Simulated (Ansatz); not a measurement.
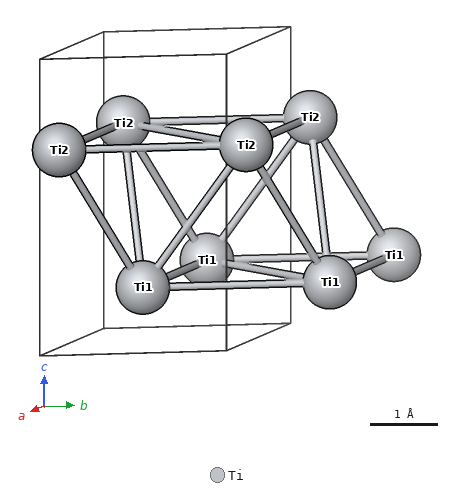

Fig. 1: The structure as given in the input (ball-and-stick view of the cell of the calculation, repeated 2 × 2 × 1, seen slightly off an axis; atoms are numbered from 1 in the order of the input).

**Geometry relaxation, with input and output: Ti**

System: Ti (P6₃/mmc, 2 atoms in the cell).
Method: DFT r2SCAN, scalar-relativistic, plane waves, PAW, no spin polarisation (Ansatz 0.2.0).

The structure derives from an entry of the Crystallography Open Database. It belongs to a series of runs on one base structure; here: volume × 0.94, shape and atoms relaxed. Figures and captions count atoms from 1; the log counts them from 0 in places.

### The program's output
```
Engine: ansatz 0.2.0, aarch64-unknown-linux-gnu
Pseudopotentials: kind: paw
Pseudopotential: Ti, paw, valence charge 12, recommended cutoff 500 eV (meta_gga), Ti.paw.azcp
Functional definition: r2SCAN
  parameter k0 = 0.174
  parameter k1 = 0.065
  parameter a1 = 4.9479
  exchange = r2scan_x(k0 = k0, k1 = k1, a1 = a1)
  correlation = r2scan_c
Crystal: 2 atoms, lattice volume = 32.529 Å³
Basis set: ecut = 500 eV, 833 PW (Γ), exchange–correlation on 96×96×144 points (64 copies of the dense FFT grid, shifted against one another)
Bands: 16, of which v1, the nominal top of the filled ones, is band 12 counted from 1 (11 counted from 0)
Symmetry: 24 space group operations
Space group: P63/mmc (ITA 194), of the structure as read, at distance tolerance 3.2e-5 Å
k-points: 222 of 3240
Non-local potential: Ti, projectors of the file, l = 0: 3, l = 1: 2, l = 2: 3, l = 3: 1
PAW form: soft (Blöchl's): semilocal exchange-correlation on the pseudo side does not see the compensation charge
PAW frozen core: Ti, regenerated for the run's functional (the file was generated under x = pbe(κ = 0.804, μ = 0.2195149727645171), c = pbe(β = 0.06672455060314922))
PAW one-centre angular grid: Ti, 590 points (default); XC on 160 Gauss nodes
Initial density: superposition of atomic densities (neutral atoms: chi_scale 0, normalization atom), corrected by the library's trained network
Initial wavefunctions: pseudopotential atomic-orbital guess
Functional: x = r2scan, c = r2scan; τ floored in thin density (d = 2e-4 eV/Å³)
SCF iter   1: F=—  HF=-5008.628917 eV  |F-HF|=—  |Δ(HF+E_count)|=         —  Δρ=1.63e-2  dr2=7.36e-2  dr2_τ=1.98e-2  ethr=1.77e-3  ⟨swp⟩=3.5  Hψ=14858  notcnv=0
preconditioner: auto → none  [metal: Δε(μ)=0.023 eV  Ē_g=3.307 eV  σ=0.100 eV  W_gap=0.13  n_scr=8 (ndim 8)  ℏωp=18.4 eV  f_vac=0.000  D(μ)=1.49/eV (n_scr^D=22)  sad-step TF]
SCF iter   2: F=—  HF=-5008.692884 eV  |F-HF|=—  |Δ(HF+E_count)|=   6.40e-2  Δρ=6.28e-3  dr2=1.03e-2  dr2_τ=7.03e-4  ethr=3.07e-4  ⟨swp⟩=2.2  Hψ=7896  notcnv=0  defer=11
SCF iter   3: F=—  HF=-5008.693498 eV  |F-HF|=—  |Δ(HF+E_count)|=   6.15e-4  Δρ=1.64e-3  dr2=3.36e-4  dr2_τ=9.79e-5  ethr=4.28e-5  ⟨swp⟩=3.0  Hψ=6955  notcnv=0  defer=11
SCF iter   4: F=—  HF=-5008.694047 eV  |F-HF|=—  |Δ(HF+E_count)|=   5.49e-4  Δρ=3.64e-4  dr2=1.55e-5  dr2_τ=1.98e-6  ethr=1.40e-6  ⟨swp⟩=2.0  Hψ=5638  notcnv=0  defer=11
SCF iter   5: F=—  HF=-5008.694077 eV  |F-HF|=—  |Δ(HF+E_count)|=   2.95e-5  Δρ=2.35e-5  dr2=7.69e-8  dr2_τ=9.06e-9  ethr=6.48e-8  ⟨swp⟩=2.0  Hψ=5766  notcnv=0  defer=11
SCF iter   6: F=-5008.694077 eV  HF=-5008.694077 eV  |F-HF|=4.55e-12  |Δ(HF+E_count)|=   7.23e-8  Δρ=4.27e-6  dr2=3.34e-9  dr2_τ=2.49e-10  ethr=3.21e-10  ⟨swp⟩=2.2  Hψ=13591  notcnv=0
the search or the solves at the SCF's close seem to have found levels that the self-consistency loop had missed (the run counts 1). By its estimate they hold under 1e-12 electrons; where the run keeps them, the occupations were computed again with them
SCF 1 converged in 6 iterations: F = -5008.694077 eV  dr2 = 3.34e-9
  greatest PAW one-centre occupation: 1.000 electrons in one spin orbital (limit 2), on the Ti atom at site 1 (counted from 0), in its partial waves of l = 1
relax step   1: F+E_penalty+E_count = -5008.69407699 eV  Δ(F+E_penalty+E_count) = +0.000e0 eV  max|allowed force component| = 4.626e-16 eV/Å  Δτ_max = 0.0000 Å  P = +8.070 GPa  Ω = 32.529 Å³  fix = [volume]  reactions: volume +8.070 GPa  (6 SCF iters, dr2 threshold 1.00e-7 eV, accepted)
Initial density: handed on by an earlier stage of this run
Initial wavefunctions: pseudopotential atomic-orbital guess (no wavefunctions were taken with the density)
iter 1 solved again at ethr=1.19e-10 eV; its pass at ethr=3.10e-3 eV (dr2=2.86e-8 eV) is discarded
SCF iter   1: F=—  HF=-5008.694077 eV  |F-HF|=—  |Δ(HF+E_count)|=         —  Δρ=4.27e-6  dr2=3.34e-9  dr2_τ=2.50e-10  ethr=1.19e-10  ⟨swp⟩=3.3  Hψ=26137  notcnv=0
preconditioner: auto → none  [metal: Δε(μ)=0.021 eV  Ē_g=3.226 eV  σ=0.100 eV  W_gap=0.12  n_scr=8 (ndim 8)  ℏωp=18.4 eV  f_vac=0.000  D(μ)=1.49/eV (n_scr^D=10)]
SCF iter   2: F=—  HF=-5008.694077 eV  |F-HF|=—  |Δ(HF+E_count)|=  7.46e-10  Δρ=1.31e-6  dr2=2.54e-10  dr2_τ=7.96e-11  ethr=1.39e-11  ⟨swp⟩=3.0  Hψ=6352  notcnv=0
SCF iter   3: F=-5008.694077 eV  HF=-5008.694077 eV  |F-HF|=6.82e-11  |Δ(HF+E_count)|=  3.52e-10  Δρ=6.18e-7  dr2=5.56e-11  dr2_τ=1.26e-11  ethr=1.00e-12  ⟨swp⟩=4.0  Hψ=10535  notcnv=0
SCF 2 converged in 3 iterations: F = -5008.694077 eV  dr2 = 5.56e-11
relax step   2: F+E_penalty+E_count = -5008.69407700 eV  Δ(F+E_penalty+E_count) = -1.174e-9 eV  max|allowed force component| = 2.405e-16 eV/Å  Δτ_max = 0.0000 Å  P = +8.070 GPa  Ω = 32.529 Å³  fix = [volume]  reactions: volume +8.070 GPa  stress off target by 9.68e-2 GPa on what of the cell is left free  SCF on the basis re-selected at this cell (its energy is not comparable with the rows above)  (3 SCF iters)
basis re-selected at this cell: Δ(F+E_penalty+E_count) = -1.174e-9 eV, ΔP = +0.000 GPa vs the last step (what re-selecting the basis moved, of the pressure what is left beyond the Pulay correction that the steps carried, after the strain that the cell walked since its last selection, with what the two solves' SCF thresholds leave and, on support functions, any second-order correction that the steps lacked; it is no measure of the basis error at this ecutwfc). This SCF's stress stands 9.68e-2 GPa from its target on what of the cell is left free (relax.cell.stress_tol is 1.00e-1 GPa) and its largest allowed force component is 2.41e-16 eV/Å (relax.f_tol is 1.00e-2 eV/Å): within both
SCF converged after 3 iterations
Free energy (F): -5008.694077 eV
Harris-Foulkes:  -5008.694077 eV  (|F-HF|=6.82e-11)
Internal energy: -5008.686635 eV  (E = F + TS)
E sigma→0 (E₀):  -5008.690356 eV
Entropy (-TS):   -0.007442 eV (-3.721 meV/atom)
Fermi energy:    14.495467 eV
--- Per-component energies (eV) ---
  E_band       = -314.183326
  E_kinetic    = 548.454760
  E_local      = -1547.105722  (includes V_loc(G=0)·N_el)
  E_nonlocal   = 14.845182
  E_hartree    = 639.732301
  E_xc         = -186.808474
  E_vxc        = -267.079500  (∫ρ·V_xc dr)
  E_paw        = -2113.981947  (= ΣΔE_a)
  E_vpaw       = -361.109600  (= ΣTr[D̂ρ^β])
  E_aug_tail   = 0.000160  (compensation charges beyond the density's cutoff)
  E_vtau       = 18.346552  (kinetic-family band-sum trace: ∫τ·v_τ [+ j·A + Jᵃ·Aᵃ] dr)
  E_ewald      = -2363.315980
  E_core_change = -0.506914  (= ΣΔE_core)
  E_smearing   = -0.007442  (= −TS)
  E_closure    = 0.000000  (closes the sum)
  Σ components = -5008.694077   (vs F -5008.694077, Δ=0.00e0)
--- Forces (eV/Å), atoms counted from 1 ---
  atom   1  Ti    -0.00000000    -0.00000000     0.00000000
  atom   2  Ti     0.00000000     0.00000000     0.00000000
  max |Σ_I F_I| component: 1.11e-16 eV/Å
--- Stress (GPa, compression-positive) ---
        8.118874       0.000000       0.000000
        0.000000       8.118874       0.000000
        0.000000       0.000000       7.973691
  P = ⅓ Tr σ = 8.0705 GPa (80.705 kbar)
--- Band table (eV; the first three rows and the last of 222) ---
  k-point 0: bands = ["-44.6536", "-44.4658", "-20.2910", "-19.4797", "-19.4797", "-19.3810", "-19.3541", "-19.3541", "7.7056", "11.4498", "15.2796", "15.3781", "15.3781", "15.5246", "15.9677", "15.9677"]
  k-point 1: bands = ["-44.6491", "-44.4705", "-20.2697", "-19.4767", "-19.4767", "-19.4044", "-19.3572", "-19.3572", "7.8001", "11.4127", "15.1219", "15.3332", "15.3332", "15.4677", "15.9134", "15.9134"]
  k-point 2: bands = ["-44.6359", "-44.4840", "-20.2077", "-19.4719", "-19.4678", "-19.4678", "-19.3661", "-19.3661", "8.0780", "11.2670", "14.7762", "15.2508", "15.2508", "15.3062", "15.7726", "15.7726"]
  k-point 221: bands = ["-44.4503", "-44.4503", "-20.0613", "-20.0613", "-19.8245", "-19.8245", "-19.5051", "-19.5051", "13.0328", "13.0328", "13.3084", "13.3084", "14.1753", "14.1753", "16.4549", "16.4549"]
--- Relaxed structure (1 steps of the walk, 1 accepted, 1 SCFs on fresh bases) ---
  F+E_penalty+E_count = -5008.69407700 eV   max|allowed force component| = 2.405e-16 eV/Å   (the final SCF, on the basis selected at the relaxed cell)
  cell:  # Å, volume = 32.5286 Å³
    - [2.875267716086223, 2.8867480878456752e-11, 0.0]
    - [-1.4376338580681114, 2.490054884797498, 0.0]
    - [0.0, 0.0, 4.5433680345]
  atoms:
    - { symbol: Ti, position: [0.33333333333333326, 0.6666666666666665, 0.24999999999999997] }
    - { symbol: Ti, position: [0.6666666666666665, 0.33333333333333326, 0.7499999999999999] }
```

### Trajectory as extended XYZ (Å, eV, eV/Å), 2 frames, from step=1 to step=2
```
2
Lattice="2.8753 0.0000 0.0000 -1.4376 2.4901 0.0000 0.0000 0.0000 4.5434" Properties=species:S:1:pos:R:3:forces:R:3 step=1 energy=-5008.69408 pressure_GPa=8.07
Ti    0.0000    1.6600    1.1358    0.0000   0.0000   0.0000
Ti    1.4376    0.8300    3.4075    0.0000   0.0000   0.0000
2
Lattice="2.8753 0.0000 0.0000 -1.4376 2.4901 0.0000 0.0000 0.0000 4.5434" Properties=species:S:1:pos:R:3:forces:R:3 step=2 energy=-5008.69408 pressure_GPa=8.07
Ti    0.0000    1.6600    1.1358    0.0000   0.0000   0.0000
Ti    1.4376    0.8300    3.4075    0.0000   0.0000   0.0000
```

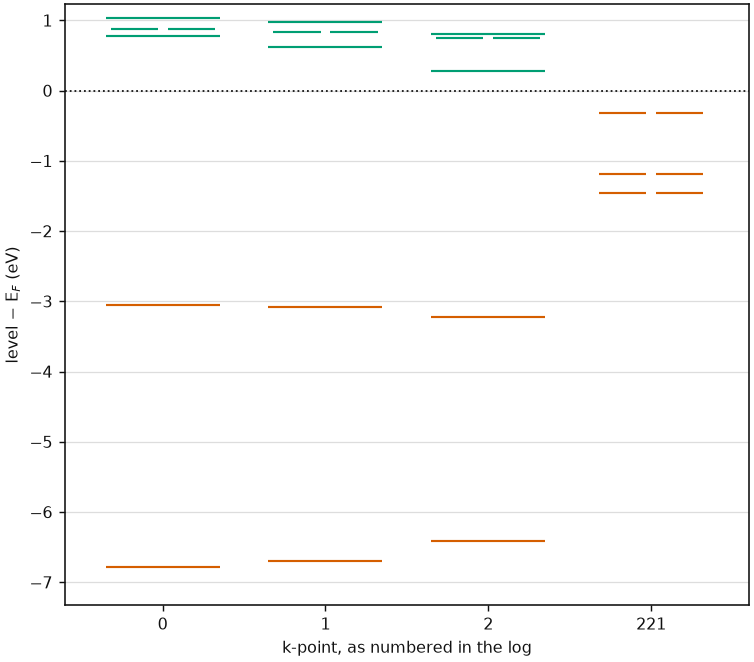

Fig. 2: Kohn–Sham levels near the Fermi level (dotted) at the few k-points that the log prints; levels within 0.02 eV of each other stand side by side. The system is metallic on the full mesh.

The run was set up as follows.

### The input
```yaml
crystal:
  lattice:
    - [2.8752677161, 0.0, 0.0]
    - [-1.4376338581, 2.4900548848, 0.0]
    - [0.0, 0.0, 4.5433680345]
  atoms:
    - { symbol: Ti, position: [0.3333333333, 0.6666666667, 0.25] }
    - { symbol: Ti, position: [0.6666666667, 0.3333333333, 0.75] }
basis:
  ecutwfc: 500
kpoints:
  mp_grid: { grid: [18, 18, 10] }
hamiltonian:
  xc: r2scan
scf:
  occupations: { method: gaussian, width: 0.1 }
output:
  forces: true
  stress: true
  eigenvalues: true
relax:
  adjacent_minimum: "off"
  f_tol: 0.01
  max_steps: 30
  cell: { stress_tol: 0.1, fix: [volume] }
```

Run as:
```bash
ansatz run input.yaml --threads 1 --pin off --max-ram 2560MiB --backend cpu --events-out ev --progress --plain --runs-dir out
```

### Key numbers

```json
{"quantity": "outcome", "value": "converged"}
{"quantity": "space group (tolerance 0.01 Å)", "value": "P6₃/mmc (194)"}
{"quantity": "electrons treated", "value": "24"}
{"quantity": "free energy", "value": "−5008.6941 eV"}
{"quantity": "Fermi energy", "value": "14.495 eV"}
{"quantity": "gap on the k-point mesh", "value": "none (metallic)"}
{"quantity": "pressure", "value": "8.07 GPa"}
{"quantity": "final volume", "value": "32.53 Å³"}
{"quantity": "largest force (length of the vector) at the end", "value": "under 0.001 eV/Å"}
{"quantity": "final cell", "value": "a = 2.875 Å, b = 2.875 Å, c = 4.543 Å, α = 90.00°, β = 90.00°, γ = 120.00°"}
{"quantity": "hardware", "value": "1 thread of Arm Neoverse V1, 112 GiB of memory available, shared host"}
{"quantity": "wall time", "value": "29 s"}
{"quantity": "peak memory", "value": "0.5 GiB"}
```

The cell is under a pressure of 8.1 GPa at this level, so it is not at its equilibrium volume.
